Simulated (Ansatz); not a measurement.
## Ga₂O₃: single-point calculation

- system: Ga₂O₃ (R-3c, 10 atoms in the cell)
- method: DFT r2SCAN, scalar-relativistic, plane waves, PAW, no spin polarisation (Ansatz 0.2.0)

The structure derives from an entry of the Crystallography Open Database.

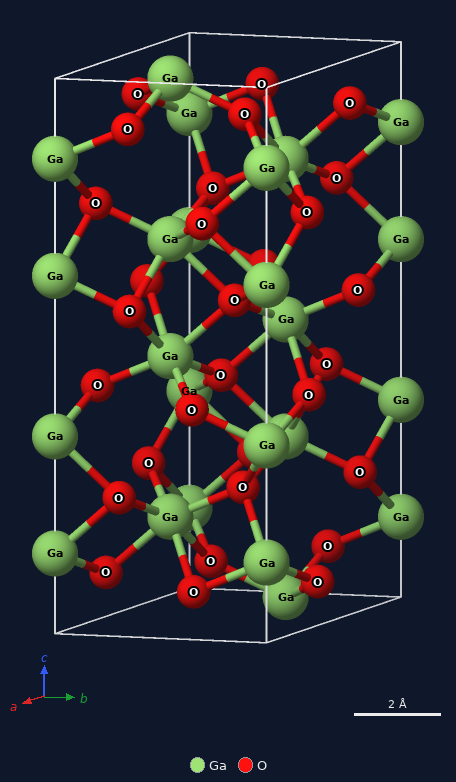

Figure 1. The input geometry (ball-and-stick view of the cell 3 times as large as that of the calculation, set on its symmetry axes, seen at an oblique angle). An atom can appear more than once, as a periodic image.

Results in brief:

- outcome: converged
- space group (tolerance 0.01 Å): R-3c (167)
- electrons treated: 88
- free energy: −18577.6645 eV
- Fermi energy: 10.578 eV
- gap on the k-point mesh: 3.55 eV
- pressure: −0.01 GPa
- largest force (length of the vector): 0.001 eV/Å
- hardware: 2 threads of Intel Xeon @ 2.70GHz, 189 GiB of memory available, shared host
- wall time: 18 s (CPU time 33 s)
- peak memory: 0.76 GiB

Input:
```yaml
crystal:
  lattice:
    - [2.4923023535, 1.4389314347, 4.4806666158]
    - [-2.4923023535, 1.4389314347, 4.4806666158]
    - [0.0, -2.8778628693, 4.4806666158]
  atoms:
    - { symbol: Ga, position: [0.3554023483, 0.3554023483, 0.3554023483] }
    - { symbol: Ga, position: [0.1445976517, 0.1445976517, 0.1445976517] }
    - { symbol: Ga, position: [0.6445976517, 0.6445976517, 0.6445976517] }
    - { symbol: Ga, position: [0.8554023483, 0.8554023483, 0.8554023483] }
    - { symbol: O, position: [0.5536262452, 0.9463737548, 0.25] }
    - { symbol: O, position: [0.25, 0.5536262452, 0.9463737548] }
    - { symbol: O, position: [0.9463737548, 0.25, 0.5536262452] }
    - { symbol: O, position: [0.4463737548, 0.0536262452, 0.75] }
    - { symbol: O, position: [0.75, 0.4463737548, 0.0536262452] }
    - { symbol: O, position: [0.0536262452, 0.75, 0.4463737548] }
basis:
  ecutwfc: 500
kpoints:
  mp_grid: { grid: [6, 6, 6] }
hamiltonian:
  xc: r2scan
scf:
  occupations: { method: gaussian, width: 0.05 }
output:
  forces: true
  stress: true
  eigenvalues: true
  write_density: true
  write_potential: true
  elf: true
  volumetric_format: npy
```

Command:
```bash
ansatz run input.yaml --threads 2 --pin off --max-ram 5120MiB --backend cpu --events-out ev --progress --plain --runs-dir out
```

The program's output:
```
Engine: ansatz 0.2.0, x86_64-unknown-linux-gnu
Pseudopotentials: kind: paw
Pseudopotential: Ga, paw, valence charge 13, recommended cutoff 500 eV (meta_gga), Ga.paw.azcp
Pseudopotential: O, paw, valence charge 6, recommended cutoff 500 eV (meta_gga), O.paw.azcp
Functional definition: r2SCAN
  parameter k0 = 0.174
  parameter k1 = 0.065
  parameter a1 = 4.9479
  exchange = r2scan_x(k0 = k0, k1 = k1, a1 = a1)
  correlation = r2scan_c
Crystal: 10 atoms, lattice volume = 96.413 Å³
Basis set: ecut = 500 eV, 2429 PW (Γ), exchange–correlation on 160×160×160 points (64 copies of the dense FFT grid, shifted against one another)
Bands: 54, of which v1, the nominal top of the filled ones, is band 44 counted from 1 (43 counted from 0)
Symmetry: 12 space group operations
Space group: R-3c (ITA 167), of the structure as read, at distance tolerance 4.6e-5 Å
k-points: 32 of 216
Non-local potential: Ga, projectors of the file, l = 0: 2, l = 1: 2, l = 2: 3, l = 3: 1
Non-local potential: O, projectors of the file, l = 0: 2, l = 1: 2, l = 2: 1
PAW form: soft (Blöchl's): semilocal exchange-correlation on the pseudo side does not see the compensation charge
PAW frozen core: Ga, regenerated for the run's functional (the file was generated under x = pbe(κ = 0.804, μ = 0.2195149727645171), c = pbe(β = 0.06672455060314922))
PAW frozen core: O, regenerated for the run's functional (the file was generated under x = pbe(κ = 0.804, μ = 0.2195149727645171), c = pbe(β = 0.06672455060314922))
PAW one-centre angular grid: Ga, 590 points (default); XC on 160 Gauss nodes
PAW one-centre angular grid: O, 302 points (default); XC on 160 Gauss nodes
Initial density: superposition of atomic densities (neutral atoms: chi_scale 0, normalization atom), corrected by the library's trained network
Initial wavefunctions: pseudopotential atomic-orbital guess
Functional: x = r2scan, c = r2scan; τ floored in thin density (d = 2e-4 eV/Å³)
SCF iter   1: F=—  HF=-18577.463452 eV  |F-HF|=—  |Δ(HF+E_count)|=         —  Δρ=1.46e-2  dr2=9.10e-2  dr2_τ=3.90e-1  ethr=1.77e-3  ⟨swp⟩=6.0  Hψ=6347  notcnv=0  defer=19
preconditioner: auto → Resta (q_TF=auto, 2.687 Å⁻¹)  ε∞=4.3  [insulator: Δε(μ)=3.533 eV  Ē_g=19.419 eV  σ=0.050 eV  W_gap=1.00  n_scr=26 (ndim 8)  ℏωp=35.5 eV  f_vac=0.016  D(μ)=0.00/eV (n_scr^D=0)  ε∞_Penn≈4.3]
SCF iter   2: F=—  HF=-18577.665394 eV  |F-HF|=—  |Δ(HF+E_count)|=   2.02e-1  Δρ=7.49e-3  dr2=3.04e-2  dr2_τ=1.03e-3  ethr=1.03e-4  ⟨swp⟩=2.3  Hψ=3620  notcnv=0  defer=138
SCF iter   3: F=—  HF=-18577.665008 eV  |F-HF|=—  |Δ(HF+E_count)|=   3.86e-4  Δρ=3.81e-3  dr2=4.52e-3  dr2_τ=6.66e-4  ethr=3.45e-5  ⟨swp⟩=3.0  Hψ=3147  notcnv=0  defer=138
SCF iter   4: F=—  HF=-18577.664409 eV  |F-HF|=—  |Δ(HF+E_count)|=   5.98e-4  Δρ=6.03e-4  dr2=1.79e-4  dr2_τ=5.84e-5  ethr=5.14e-6  ⟨swp⟩=2.8  Hψ=3302  notcnv=0  defer=138
SCF iter   5: F=—  HF=-18577.664475 eV  |F-HF|=—  |Δ(HF+E_count)|=   6.58e-5  Δρ=1.43e-4  dr2=9.50e-6  dr2_τ=1.43e-6  ethr=2.03e-7  ⟨swp⟩=2.2  Hψ=2949  notcnv=0  defer=138
SCF iter   6: F=—  HF=-18577.664483 eV  |F-HF|=—  |Δ(HF+E_count)|=   8.06e-6  Δρ=1.57e-5  dr2=2.15e-7  dr2_τ=1.18e-8  ethr=1.08e-8  ⟨swp⟩=2.0  Hψ=2998  notcnv=0  defer=138
SCF iter   7: F=-18577.664483 eV  HF=-18577.664483 eV  |F-HF|=1.01e-9  |Δ(HF+E_count)|=   1.11e-7  Δρ=5.18e-6  dr2=2.48e-8  dr2_τ=7.39e-10  ethr=1.14e-10  ⟨swp⟩=13.2  Hψ=11747  notcnv=0
SCF 1 converged in 7 iterations: F = -18577.664483 eV  dr2 = 2.48e-8
  greatest PAW one-centre occupation: 0.997 electrons in one spin orbital (limit 2), on the Ga atom at site 3 (counted from 0), in its partial waves of l = 2
```

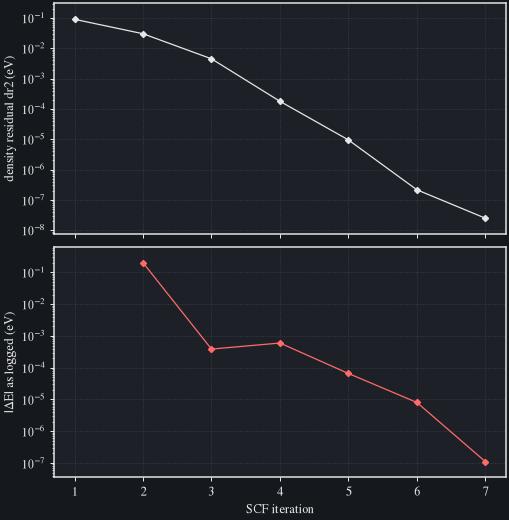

Figure 2. Convergence of the self-consistent field: density residual dr2 and size of the energy change against the SCF iteration. The residual falls at every step.

```
SCF converged after 7 iterations
Free energy (F): -18577.664483 eV
Harris-Foulkes:  -18577.664483 eV  (|F-HF|=1.01e-9)
Internal energy: -18577.664483 eV  (E = F + TS)
E sigma→0 (E₀):  -18577.664483 eV
Fermi energy:    10.577937 eV
--- Per-component energies (eV) ---
  E_band       = -47.891302
  E_kinetic    = 1528.373263
  E_local      = -8528.136645  (includes V_loc(G=0)·N_el)
  E_nonlocal   = 2032.926442
  E_hartree    = 3866.517676
  E_xc         = -684.720313
  E_vxc        = -863.673540  (∫ρ·V_xc dr)
  E_paw        = -9022.265529  (= ΣΔE_a)
  E_vpaw       = -2001.564872  (= ΣTr[D̂ρ^β])
  E_aug_tail   = 0.005837  (compensation charges beyond the density's cutoff)
  E_vtau       = 51.140311  (kinetic-family band-sum trace: ∫τ·v_τ [+ j·A + Jᵃ·Aᵃ] dr)
  E_ewald      = -7767.561290
  E_core_change = -2.803925  (= ΣΔE_core)
  E_smearing   = -0.000000  (= −TS)
  E_closure    = -0.000000  (closes the sum)
  Σ components = -18577.664483   (vs F -18577.664483, Δ=0.00e0)
--- Forces (eV/Å), atoms counted from 1 ---
  atom   1  Ga     0.00000000    -0.00000000    -0.00062205
  atom   2  Ga     0.00000000     0.00000000     0.00062205
  atom   3  Ga    -0.00000000     0.00000000     0.00062205
  atom   4  Ga    -0.00000000    -0.00000000    -0.00062205
  atom   5  O     -0.00019841    -0.00000000     0.00000000
  atom   6  O      0.00009920    -0.00017183     0.00000000
  atom   7  O      0.00009920     0.00017183    -0.00000000
  atom   8  O      0.00019841     0.00000000    -0.00000000
  atom   9  O     -0.00009920     0.00017183    -0.00000000
  atom  10  O     -0.00009920    -0.00017183     0.00000000
  max |Σ_I F_I| component: 7.52e-18 eV/Å
--- Stress (GPa, compression-positive) ---
       -0.008528      -0.000000      -0.000000
       -0.000000      -0.008528      -0.000000
        0.000000      -0.000000      -0.012717
  P = ⅓ Tr σ = -0.0099 GPa (-0.099 kbar)
--- Band table (eV; the first three rows and the last of 32) ---
  k-point 0: bands = ["-11.1162", "-9.1496", "-9.1496", "-9.1435", "-9.1131", "-9.1131", "-4.2262", "-4.2262", "-4.1409", "-4.1409", "-4.0360", "-4.0093", "-3.9611", "-3.9611", "-3.9289", "-3.9289", "-3.8738", "-3.8738", "-3.8166", "-3.7980", "-3.7950", "-3.7950", "-3.5904", "-3.5904", "-3.0124", "-3.0124", "1.6012", "2.3089", "3.4940", "3.4940", "4.5182", "4.9106", "5.1571", "5.1571", "5.4582", "7.7972", "7.7972", "8.2443", "8.2443", "8.4858", "8.4895", "8.4895", "8.5465", "8.5465", "12.3528", "16.3334", "16.4803", "18.6020", "19.9241", "19.9241", "20.0926", "20.6246", "20.9296", "20.9296"]
  k-point 1: bands = ["-10.9927", "-9.2929", "-9.1641", "-9.1625", "-9.1178", "-9.1046", "-4.2096", "-4.2071", "-4.1311", "-4.1257", "-4.0384", "-4.0138", "-3.9561", "-3.9552", "-3.9399", "-3.9373", "-3.8851", "-3.8794", "-3.8132", "-3.8011", "-3.7934", "-3.7629", "-3.6182", "-3.5867", "-3.1230", "-3.0488", "1.7627", "2.2519", "3.1310", "4.0132", "4.1774", "4.9705", "5.4842", "5.7993", "6.0700", "7.0669", "7.6786", "7.7823", "8.0349", "8.2268", "8.2726", "8.3738", "8.6150", "8.7233", "13.1685", "16.2303", "16.8405", "18.2256", "19.0091", "19.6101", "20.6543", "20.6976", "21.4242", "21.5494"]
  k-point 2: bands = ["-10.6476", "-9.6599", "-9.1987", "-9.1943", "-9.1221", "-9.1142", "-4.1725", "-4.1578", "-4.1066", "-4.0974", "-4.0451", "-4.0229", "-3.9803", "-3.9745", "-3.9381", "-3.9359", "-3.8985", "-3.8848", "-3.8373", "-3.8039", "-3.7911", "-3.7038", "-3.6156", "-3.5645", "-3.3260", "-3.1758", "2.0649", "2.5660", "2.6207", "4.0762", "4.7588", "5.4729", "5.5916", "6.2632", "6.6356", "6.7806", "7.1272", "7.1453", "7.8128", "7.8460", "8.0655", "8.1544", "8.6010", "8.7397", "14.6811", "16.1058", "16.7884", "17.4124", "18.9365", "19.2091", "20.5477", "21.1499", "21.3686", "21.8400"]
  k-point 31: bands = ["-10.2461", "-10.2461", "-9.1339", "-9.1339", "-9.1339", "-9.1339", "-4.1403", "-4.1403", "-4.1403", "-4.1403", "-4.0982", "-4.0982", "-3.9749", "-3.9749", "-3.9749", "-3.9749", "-3.8117", "-3.8117", "-3.8117", "-3.8117", "-3.7411", "-3.7411", "-3.3946", "-3.3946", "-3.3946", "-3.3946", "2.6130", "2.6130", "4.4145", "4.4145", "4.8548", "4.8548", "4.8548", "4.8548", "6.2917", "6.2917", "7.3032", "7.3032", "7.3032", "7.3032", "8.5021", "8.5021", "8.5021", "8.5021", "15.4476", "15.4476", "17.5550", "17.5550", "19.1462", "19.1462", "21.3628", "21.3628", "21.3628", "21.3628"]
```

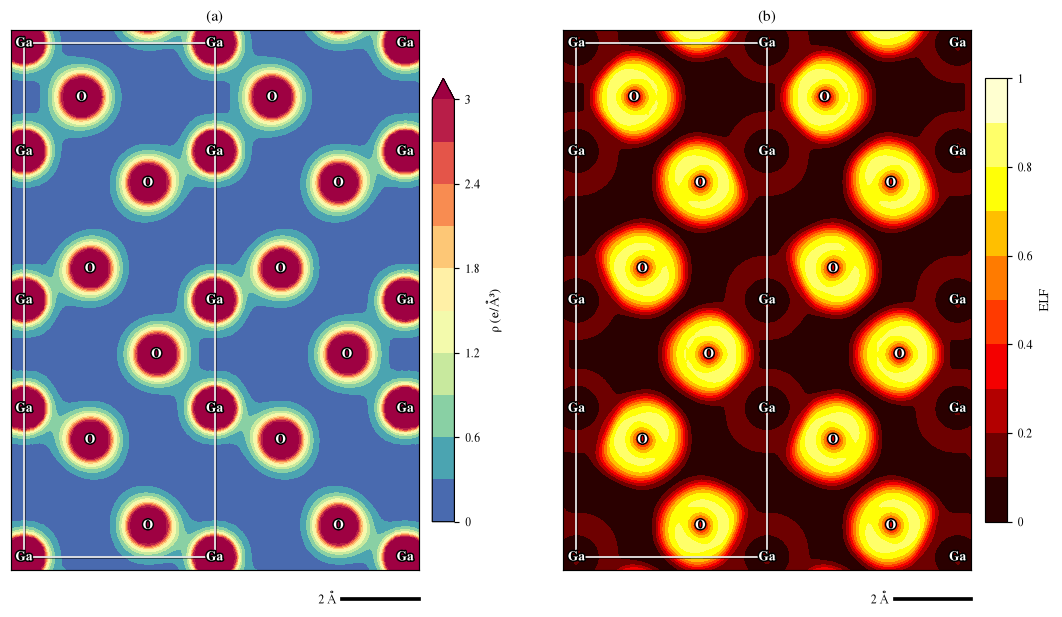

Figure 3. (a) valence pseudo-density; (b) ELF on the (010) plane of the conventional cell. Ga–O (1.93 Å): the density is about 0.69 e/Å³ at the midpoint; the ELF is about 0.35 at the midpoint. Ga–O (2.07 Å): ρ is about 0.5 e/Å³ halfway; the ELF is about 0.30 at the midpoint. Away from the nuclei the density in this plane falls to 0.03 e/Å³ at its lowest. The fields are those of the smooth PAW valence density.

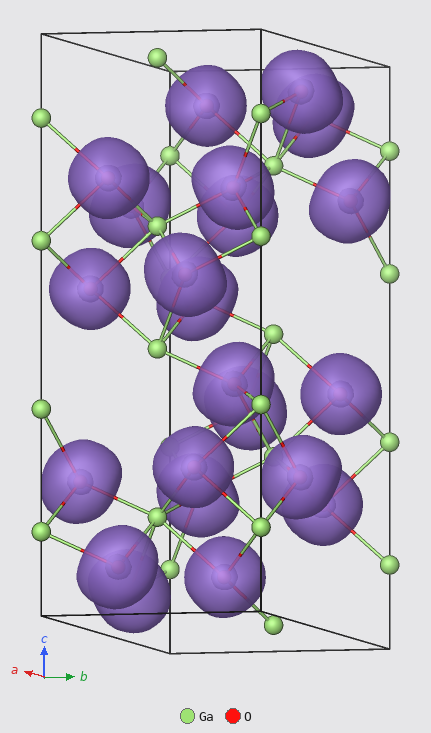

Figure 4. Isosurface of the ELF at 0.6 (purple), seen at an oblique angle. Only the valence region is drawn (cores and ρ < 0.01 e/Å³ removed). Sticks mark near contacts. The outline is the cell set on symmetry axes. Profiles from the grid: Ga–O (1.93 Å): the ELF is about 0.35 at the midpoint. Ga–O (2.07 Å): the ELF is about 0.30 at the midpoint.
